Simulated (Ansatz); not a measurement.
Geometry relaxation, with input and output: GdN (part 2 of 3)

Continued. System: GdN (P6₃mc, 4 atoms in the cell). Method: DFT PBE, scalar-relativistic, plane waves, PAW, spin-polarised (Ansatz 0.2.0); cutoff 420 eV, 10×10×8 k-mesh, Gaussian smearing of 0.05 eV, collinear spins. The structure was built on a prototype by a generator; it need not be a known phase. It belongs to a series of runs on one base structure; here: volume × 1.070.

Geometry of the input (Å; fractional positions):
```
4.1299  0.0000  0.0000
-2.0650  3.5766  0.0000
0.0000  0.0000  5.2454
Gd 0.6667  0.3333  0.0429
Gd 0.3333  0.6667  0.5429
N  0.6667  0.3333  0.5823
N  0.3333  0.6667  0.0823
```

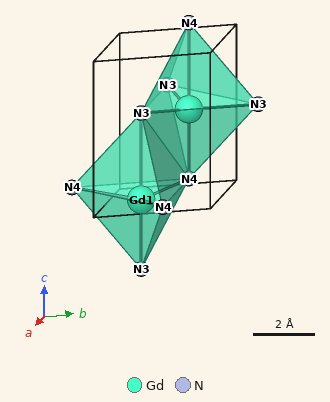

*The geometry at step 6 of the log (polyhedral view of the cell of the calculation, seen slightly off an axis; polyhedra are completed across the faces of the cell; atoms are numbered from 1 in the order of the input).*

**What the program printed, continued**
```
SCF iter   1: F=—  HF=-19438.296264 eV  |F-HF|=—  |Δ(HF+E_count)|=         —  Δρ=1.77e-3 (↑1.41e-3 ↓1.77e-3)  dr2=2.25e-4  dr2_m=1.74e-3  M=14.000 μB ∫|m|=14.284 μB  β_m=0.65  ethr=3.59e-7  ⟨swp⟩=3.1  Hψ=26634  notcnv=0
preconditioner: auto → Resta (q_TF=auto, 2.501 Å⁻¹)  ε∞=6.3  [insulator: Δε(μ)=1.367 eV  Ē_g=11.851 eV  σ=0.050 eV  W_gap=1.00  n_scr=22 (ndim 8)  ℏωp=27.3 eV  f_vac=0.052  D(μ)=0.00/eV (n_scr^D=0)  ε∞_Penn≈6.3]
spin=Collinear: Resta preconditioning applied to the charge; magnetization (m = ρ↑ − ρ↓) channel mixes plain (no charge-response kernel on spin).
SCF iter   2: F=—  HF=-19438.296757 eV  |F-HF|=—  |Δ(HF+E_count)|=   4.93e-4  Δρ=7.02e-4 (↑5.94e-4 ↓7.02e-4)  dr2=4.20e-5  dr2_m=2.89e-4  M=14.000 μB ∫|m|=14.284 μB  β_m=0.65  ethr=3.59e-7  ⟨swp⟩=2.1  Hψ=8330  notcnv=0
SCF iter   3: F=—  HF=-19438.296864 eV  |F-HF|=—  |Δ(HF+E_count)|=   1.07e-4  Δρ=3.56e-5 (↑3.45e-5 ↓3.56e-5)  dr2=2.38e-6  dr2_m=2.22e-7  M=14.000 μB ∫|m|=14.284 μB  β_m=0.82  ethr=9.13e-8  ⟨swp⟩=2.0  Hψ=8400  notcnv=0
SCF iter   4: F=—  HF=-19438.296864 eV  |F-HF|=—  |Δ(HF+E_count)|=   1.52e-7  Δρ=1.41e-5 (↑1.41e-5 ↓1.18e-5)  dr2=5.50e-7  dr2_m=8.22e-9  M=14.000 μB ∫|m|=14.285 μB  β_m=0.73  ethr=5.17e-9  ⟨swp⟩=2.0  Hψ=8138  notcnv=0
SCF iter   5: F=-19438.296864 eV  HF=-19438.296864 eV  |F-HF|=1.25e-9  |Δ(HF+E_count)|=   1.44e-7  Δρ=5.46e-6 (↑4.77e-6 ↓5.46e-6)  dr2=1.04e-7  dr2_m=2.20e-9  M=14.000 μB ∫|m|=14.284 μB  ethr=8.70e-10  ⟨swp⟩=6.9  Hψ=24018  notcnv=0
SCF 4 converged in 5 iterations: F = -19438.296864 eV  dr2 = 1.04e-7
relax step   4: F+E_penalty+E_count = -19438.29686354 eV  Δ(F+E_penalty+E_count) = -7.628e-4 eV  max|allowed force component| = 6.688e-3 eV/Å  Δτ_max = 0.0022 Å  P = -5.952 GPa  Ω = 77.480 Å³  energy of the carried Pulay correction = +3.939e-17 eV  fix = [volume]  reactions: volume -5.952 GPa  (5 SCF iters, dr2 threshold 4.00e-7 eV, accepted)
iter 1 solved again at ethr=6.86e-8 eV; its pass at ethr=3.10e-3 eV (dr2=3.16e-5 eV) is discarded
SCF iter   1: F=—  HF=-19438.296691 eV  |F-HF|=—  |Δ(HF+E_count)|=         —  Δρ=1.13e-3 (↑8.95e-4 ↓1.13e-3)  dr2=4.06e-5  dr2_m=7.19e-4  M=14.000 μB ∫|m|=14.284 μB  β_m=0.65  ethr=6.86e-8  ⟨swp⟩=3.0  Hψ=28916  notcnv=0
preconditioner: auto → Resta (q_TF=auto, 2.501 Å⁻¹)  ε∞=6.3  [insulator: Δε(μ)=1.386 eV  Ē_g=11.852 eV  σ=0.050 eV  W_gap=1.00  n_scr=22 (ndim 8)  ℏωp=27.3 eV  f_vac=0.052  D(μ)=0.00/eV (n_scr^D=0)  ε∞_Penn≈6.3]
spin=Collinear: Resta preconditioning applied to the charge; magnetization (m = ρ↑ − ρ↓) channel mixes plain (no charge-response kernel on spin).
SCF iter   2: F=—  HF=-19438.296906 eV  |F-HF|=—  |Δ(HF+E_count)|=   2.15e-4  Δρ=4.49e-4 (↑3.73e-4 ↓4.49e-4)  dr2=1.03e-5  dr2_m=1.18e-4  M=14.000 μB ∫|m|=14.284 μB  β_m=0.65  ethr=6.86e-8  ⟨swp⟩=2.0  Hψ=8400  notcnv=0
SCF iter   3: F=—  HF=-19438.296953 eV  |F-HF|=—  |Δ(HF+E_count)|=   4.73e-5  Δρ=4.93e-5 (↑4.93e-5 ↓4.66e-5)  dr2=7.50e-6  dr2_m=1.51e-7  M=14.000 μB ∫|m|=14.284 μB  β_m=0.59  ethr=2.25e-8  ⟨swp⟩=2.0  Hψ=8400  notcnv=0
SCF iter   4: F=—  HF=-19438.296952 eV  |F-HF|=—  |Δ(HF+E_count)|=   1.31e-6  Δρ=1.41e-5 (↑1.07e-5 ↓1.41e-5)  dr2=4.89e-7  dr2_m=2.64e-8  M=14.000 μB ∫|m|=14.284 μB  β_m=0.73  ethr=1.63e-8  ⟨swp⟩=2.0  Hψ=7188  notcnv=0
SCF iter   5: F=—  HF=-19438.296952 eV  |F-HF|=—  |Δ(HF+E_count)|=   3.71e-8  Δρ=4.78e-6 (↑4.61e-6 ↓4.78e-6)  dr2=7.75e-8  dr2_m=1.58e-9  M=14.000 μB ∫|m|=14.284 μB  β_m=0.72  ethr=1.06e-9  ⟨swp⟩=2.8  Hψ=8606  notcnv=0
SCF iter   6: F=-19438.296952 eV  HF=-19438.296952 eV  |F-HF|=2.54e-9  |Δ(HF+E_count)|=   2.52e-9  Δρ=2.06e-6 (↑2.06e-6 ↓1.97e-6)  dr2=1.63e-8  dr2_m=2.80e-10  M=14.000 μB ∫|m|=14.284 μB  ethr=1.09e-10  ⟨swp⟩=5.5  Hψ=21298  notcnv=0
SCF 5 converged in 6 iterations: F = -19438.296952 eV  dr2 = 1.63e-8
relax step   5: F+E_penalty+E_count = -19438.29695197 eV  Δ(F+E_penalty+E_count) = -8.842e-5 eV  max|allowed force component| = 1.306e-3 eV/Å  Δτ_max = 0.0014 Å  P = -5.921 GPa  Ω = 77.480 Å³  energy of the carried Pulay correction = -1.969e-17 eV  fix = [volume]  reactions: volume -5.921 GPa  (6 SCF iters, dr2 threshold 5.01e-8 eV, accepted)
Initial wavefunctions: pseudopotential atomic-orbital guess (no wavefunctions were taken with the density)
iter 1 solved again at ethr=9.77e-9 eV; its pass at ethr=3.10e-3 eV (dr2=4.50e-6 eV) is discarded
SCF iter   1: F=—  HF=-19438.297473 eV  |F-HF|=—  |Δ(HF+E_count)|=         —  Δρ=4.30e-5 (↑4.26e-5 ↓4.30e-5)  dr2=5.28e-7  dr2_m=3.53e-8  M=14.000 μB ∫|m|=14.284 μB  β_m=0.65  ethr=9.77e-9  ⟨swp⟩=4.2  Hψ=37353  notcnv=0
preconditioner: auto → Resta (q_TF=auto, 2.501 Å⁻¹)  ε∞=6.3  [insulator: Δε(μ)=1.387 eV  Ē_g=11.852 eV  σ=0.050 eV  W_gap=1.00  n_scr=22 (ndim 8)  ℏωp=27.3 eV  f_vac=0.051  D(μ)=0.00/eV (n_scr^D=0)  ε∞_Penn≈6.3]
spin=Collinear: Resta preconditioning applied to the charge; magnetization (m = ρ↑ − ρ↓) channel mixes plain (no charge-response kernel on spin).
SCF iter   2: F=—  HF=-19438.297477 eV  |F-HF|=—  |Δ(HF+E_count)|=   3.54e-6  Δρ=1.67e-5 (↑1.67e-5 ↓1.66e-5)  dr2=9.64e-8  dr2_m=5.19e-9  M=14.000 μB ∫|m|=14.284 μB  β_m=0.63  ethr=1.15e-9  ⟨swp⟩=2.0  Hψ=7324  notcnv=0
SCF iter   3: F=—  HF=-19438.297477 eV  |F-HF|=—  |Δ(HF+E_count)|=   6.55e-7  Δρ=3.12e-6 (↑3.12e-6 ↓3.02e-6)  dr2=9.81e-9  dr2_m=1.99e-10  M=14.000 μB ∫|m|=14.284 μB  β_m=0.58  ethr=2.10e-10  ⟨swp⟩=2.0  Hψ=7978  notcnv=0
SCF iter   4: F=—  HF=-19438.297477 eV  |F-HF|=—  |Δ(HF+E_count)|=   5.39e-8  Δρ=7.47e-7 (↑6.74e-7 ↓7.47e-7)  dr2=1.78e-9  dr2_m=1.66e-11  M=14.000 μB ∫|m|=14.284 μB  β_m=0.79  ethr=2.13e-11  ⟨swp⟩=2.0  Hψ=7848  notcnv=0
SCF iter   5: F=—  HF=-19438.297477 eV  |F-HF|=—  |Δ(HF+E_count)|=  7.39e-10  Δρ=1.85e-7 (↑1.85e-7 ↓1.67e-7)  dr2=1.21e-10  dr2_m=1.39e-12  M=14.000 μB ∫|m|=14.284 μB  β_m=0.85  ethr=3.87e-12  ⟨swp⟩=2.6  Hψ=7974  notcnv=0
SCF iter   6: F=-19438.297477 eV  HF=-19438.297477 eV  |F-HF|=1.16e-10  |Δ(HF+E_count)|=  5.82e-11  Δρ=1.94e-7 (↑1.74e-7 ↓1.94e-7)  dr2=1.28e-10  dr2_m=1.82e-13  M=14.000 μB ∫|m|=14.284 μB  ethr=1.00e-12  ⟨swp⟩=3.3  Hψ=19826  notcnv=0
SCF 6 converged in 6 iterations: F = -19438.297477 eV  dr2 = 1.28e-10
relax step   6: F+E_penalty+E_count = -19438.29747732 eV  Δ(F+E_penalty+E_count) = -5.254e-4 eV  max|allowed force component| = 7.188e-4 eV/Å  Δτ_max = 0.0000 Å  P = -5.913 GPa  Ω = 77.480 Å³  fix = [volume]  reactions: volume -5.913 GPa  stress off target by 1.32e-1 GPa on what of the cell is left free  SCF on the basis re-selected at this cell (its energy is not comparable with the rows above)  (6 SCF iters)
basis re-selected at this cell: Δ(F+E_penalty+E_count) = -5.254e-4 eV, ΔP = +0.009 GPa vs the last step (what re-selecting the basis moved, of the pressure what is left beyond the Pulay correction that the steps carried, after the strain that the cell walked since its last selection, with what the two solves' SCF thresholds leave and, on support functions, any second-order correction that the steps lacked; it is no measure of the basis error at this ecutwfc). This SCF's stress stands 1.32e-1 GPa from its target on what of the cell is left free (relax.cell.stress_tol is 1.00e-1 GPa) and its largest allowed force component is 7.19e-4 eV/Å (relax.f_tol is 1.00e-2 eV/Å): not within both, so this SCF does not close the relaxation
iter 1 solved again at ethr=1.34e-6 eV; its pass at ethr=3.10e-3 eV (dr2=6.14e-4 eV) is discarded
SCF iter   1: F=—  HF=-19438.291064 eV  |F-HF|=—  |Δ(HF+E_count)|=         —  Δρ=5.70e-3 (↑4.53e-3 ↓5.70e-3)  dr2=6.72e-4  dr2_m=1.85e-2  M=14.000 μB ∫|m|=14.283 μB  β_m=0.65  ethr=1.34e-6  ⟨swp⟩=2.9  Hψ=27999  notcnv=0
preconditioner: auto → Resta (q_TF=auto, 2.501 Å⁻¹)  ε∞=6.3  [insulator: Δε(μ)=1.451 eV  Ē_g=11.853 eV  σ=0.050 eV  W_gap=1.00  n_scr=22 (ndim 8)  ℏωp=27.3 eV  f_vac=0.050  D(μ)=0.00/eV (n_scr^D=0)  ε∞_Penn≈6.3]
spin=Collinear: Resta preconditioning applied to the charge; magnetization (m = ρ↑ − ρ↓) channel mixes plain (no charge-response kernel on spin).
SCF iter   2: F=—  HF=-19438.296600 eV  |F-HF|=—  |Δ(HF+E_count)|=   5.54e-3  Δρ=2.26e-3 (↑1.89e-3 ↓2.26e-3)  dr2=1.62e-4  dr2_m=3.03e-3  M=14.000 μB ∫|m|=14.282 μB  β_m=0.65  ethr=1.34e-6  ⟨swp⟩=2.0  Hψ=8566  notcnv=0
SCF iter   3: F=—  HF=-19438.297817 eV  |F-HF|=—  |Δ(HF+E_count)|=   1.22e-3  Δρ=2.20e-4 (↑2.20e-4 ↓2.00e-4)  dr2=1.41e-4  dr2_m=3.34e-6  M=14.000 μB ∫|m|=14.282 μB  β_m=0.61  ethr=3.51e-7  ⟨swp⟩=2.0  Hψ=8402  notcnv=0
SCF iter   4: F=—  HF=-19438.297791 eV  |F-HF|=—  |Δ(HF+E_count)|=   2.53e-5  Δρ=6.04e-5 (↑5.45e-5 ↓6.04e-5)  dr2=8.71e-6  dr2_m=5.94e-7  M=14.000 μB ∫|m|=14.282 μB  β_m=0.71  ethr=3.07e-7  ⟨swp⟩=2.0  Hψ=7233  notcnv=0
SCF iter   5: F=—  HF=-19438.297790 eV  |F-HF|=—  |Δ(HF+E_count)|=   9.83e-7  Δρ=2.04e-5 (↑1.97e-5 ↓2.04e-5)  dr2=1.19e-6  dr2_m=3.48e-8  M=14.000 μB ∫|m|=14.282 μB  β_m=0.70  ethr=1.89e-8  ⟨swp⟩=2.4  Hψ=7982  notcnv=0
SCF iter   6: F=—  HF=-19438.297790 eV  |F-HF|=—  |Δ(HF+E_count)|=   1.70e-8  Δρ=8.07e-6 (↑7.97e-6 ↓8.07e-6)  dr2=2.31e-7  dr2_m=4.87e-9  M=14.000 μB ∫|m|=14.282 μB  β_m=0.80  ethr=2.58e-9  ⟨swp⟩=2.5  Hψ=7747  notcnv=0
SCF iter   7: F=-19438.297790 eV  HF=-19438.297790 eV  |F-HF|=7.74e-9  |Δ(HF+E_count)|=   4.70e-8  Δρ=2.55e-6 (↑2.27e-6 ↓2.55e-6)  dr2=2.38e-8  dr2_m=1.28e-10  M=14.000 μB ∫|m|=14.282 μB  ethr=9.40e-11  ⟨swp⟩=3.9  Hψ=21991  notcnv=0
SCF 7 converged in 7 iterations: F = -19438.297790 eV  dr2 = 2.38e-8
relax step   7: F+E_penalty+E_count = -19438.29779024 eV  Δ(F+E_penalty+E_count) = -3.129e-4 eV  max|allowed force component| = 1.075e-3 eV/Å  Δτ_max = 0.0074 Å  P = -5.748 GPa  Ω = 77.480 Å³  energy of the carried Pulay correction = -4.712e-6 eV  fix = [volume]  reactions: volume -5.748 GPa  (7 SCF iters, dr2 threshold 4.32e-8 eV, accepted)
iter 1 solved again at ethr=8.60e-9 eV; its pass at ethr=3.10e-3 eV (dr2=3.96e-6 eV) is discarded
SCF iter   1: F=—  HF=-19438.297747 eV  |F-HF|=—  |Δ(HF+E_count)|=         —  Δρ=1.09e-5 (↑1.09e-5 ↓1.09e-5)  dr2=5.44e-8  dr2_m=2.69e-9  M=14.000 μB ∫|m|=14.282 μB  β_m=0.65  ethr=8.60e-9  ⟨swp⟩=4.2  Hψ=37505  notcnv=0
preconditioner: auto → Resta (q_TF=auto, 2.501 Å⁻¹)  ε∞=6.3  [insulator: Δε(μ)=1.449 eV  Ē_g=11.851 eV  σ=0.050 eV  W_gap=1.00  n_scr=22 (ndim 8)  ℏωp=27.3 eV  f_vac=0.050  D(μ)=0.00/eV (n_scr^D=0)  ε∞_Penn≈6.3]
spin=Collinear: Resta preconditioning applied to the charge; magnetization (m = ρ↑ − ρ↓) channel mixes plain (no charge-response kernel on spin).
SCF iter   2: F=—  HF=-19438.297748 eV  |F-HF|=—  |Δ(HF+E_count)|=   3.45e-7  Δρ=4.38e-6 (↑4.38e-6 ↓4.30e-6)  dr2=1.32e-8  dr2_m=4.85e-10  M=14.000 μB ∫|m|=14.282 μB  β_m=0.60  ethr=1.18e-10  ⟨swp⟩=2.1  Hψ=8200  notcnv=0
SCF iter   3: F=—  HF=-19438.297748 eV  |F-HF|=—  |Δ(HF+E_count)|=   4.21e-8  Δρ=1.49e-6 (↑1.49e-6 ↓1.48e-6)  dr2=4.09e-9  dr2_m=4.45e-11  M=14.000 μB ∫|m|=14.282 μB  β_m=0.60  ethr=2.86e-11  ⟨swp⟩=2.4  Hψ=7832  notcnv=0
SCF iter   4: F=—  HF=-19438.297748 eV  |F-HF|=—  |Δ(HF+E_count)|=   4.11e-9  Δρ=5.70e-7 (↑5.53e-7 ↓5.70e-7)  dr2=8.36e-10  dr2_m=8.01e-12  M=14.000 μB ∫|m|=14.282 μB  β_m=0.80  ethr=8.88e-12  ⟨swp⟩=2.5  Hψ=7840  notcnv=0
SCF iter   5: F=—  HF=-19438.297748 eV  |F-HF|=—  |Δ(HF+E_count)|=  5.71e-10  Δρ=3.69e-7 (↑3.36e-7 ↓3.69e-7)  dr2=3.88e-10  dr2_m=1.22e-12  M=14.000 μB ∫|m|=14.282 μB  β_m=0.72  ethr=1.82e-12  ⟨swp⟩=2.0  Hψ=6929  notcnv=0
SCF iter   6: F=-19438.297748 eV  HF=-19438.297748 eV  |F-HF|=1.46e-11  |Δ(HF+E_count)|=    0.00e0  Δρ=5.21e-8 (↑4.95e-8 ↓5.21e-8)  dr2=8.03e-12  dr2_m=1.16e-13  M=14.000 μB ∫|m|=14.282 μB  ethr=1.00e-12  ⟨swp⟩=3.3  Hψ=19678  notcnv=0
SCF 8 converged in 6 iterations: F = -19438.297748 eV  dr2 = 8.03e-12
relax step   8: F+E_penalty+E_count = -19438.29774786 eV  Δ(F+E_penalty+E_count) = +4.238e-5 eV  max|allowed force component| = 1.226e-3 eV/Å  Δτ_max = 0.0000 Å  P = -5.747 GPa  Ω = 77.480 Å³  fix = [volume]  reactions: volume -5.747 GPa  stress off target by 5.20e-2 GPa on what of the cell is left free  SCF on the basis re-selected at this cell (its energy is not comparable with the rows above)  (6 SCF iters)
```

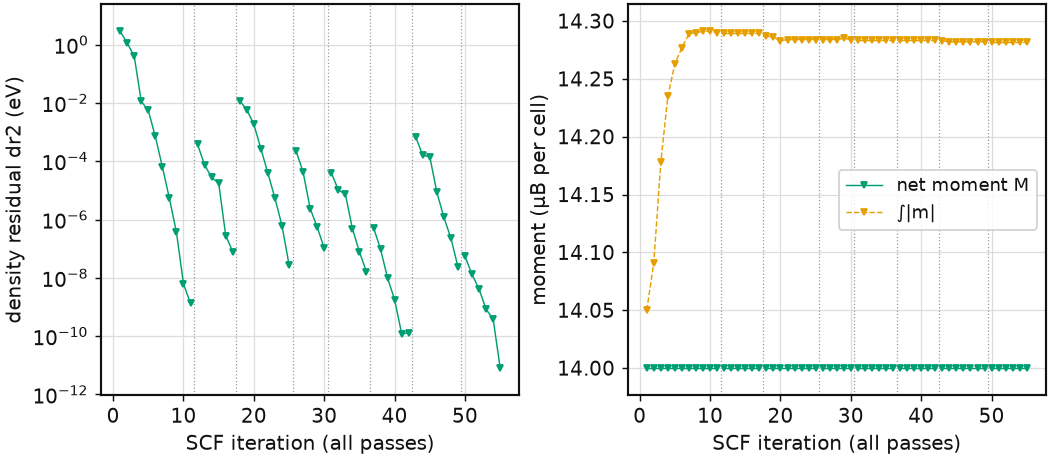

*Convergence of the self-consistent field: density residual dr2 and magnetic moment against the SCF iteration. The dotted lines part the SCF passes of the relaxation: geometry steps, rejected trials and re-solves on a re-selected basis.*

The 8 passes take 5 to 11 iterations each, 55 in all. The net moment stays at 14.0 μB per cell.

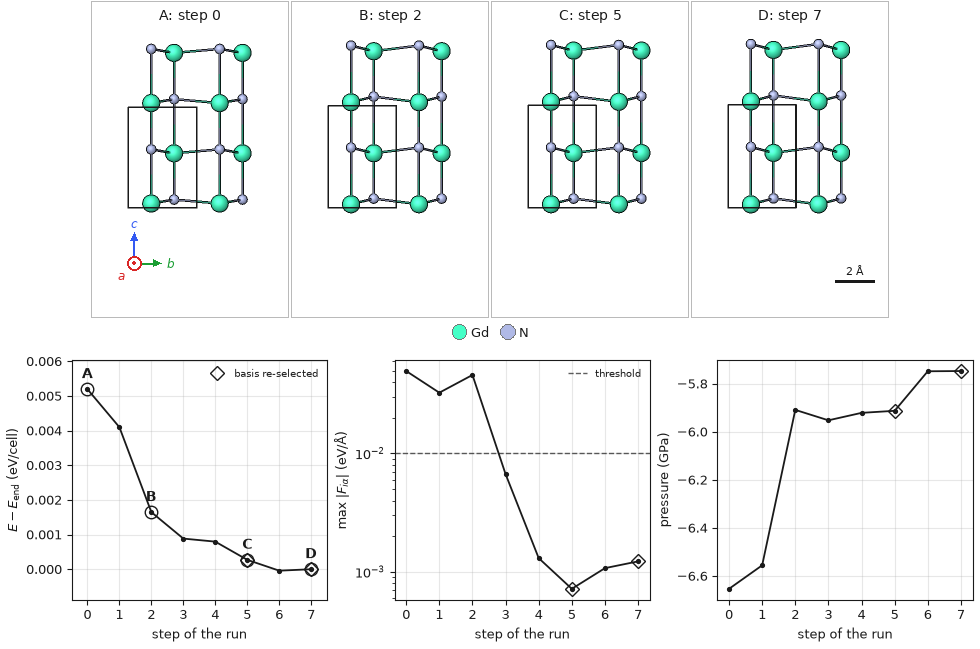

*Frames of the relaxation (ball-and-stick view of the cell of the calculation, repeated 1 × 2 × 2, along the a axis) above the curves, on which the letters mark them (the first geometry is step 0 here and step 1 in the log).*
